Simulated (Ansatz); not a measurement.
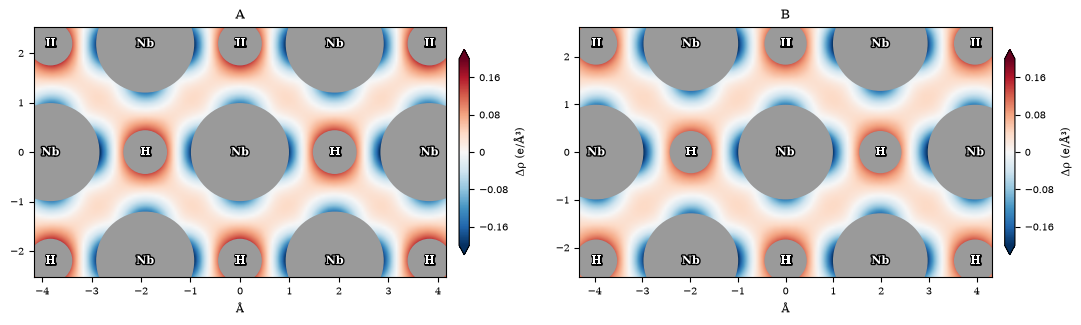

NbH: deformation density on the (110) plane of the conventional cell at two volumes, with the same fractional coordinates and one colour scale. Grey discs cover the cores. Panel A has 90 % of the volume of panel B.

Space group I4/mmm. The cell comes from a database of computed structures, not from a measurement.

Theory: DFT r2SCAN, scalar-relativistic, plane waves, PAW (Ansatz).

> What changes between the database cell and the scaled one?

The pressure is −3 GPa in B and 20 GPa in A.
Bader charges in B: Nb +0.65 and H −0.65 e; in A: Nb +0.64 and H −0.64 e.
The rearranged charge is 0.26 e an atom in B and 0.24 e in A.
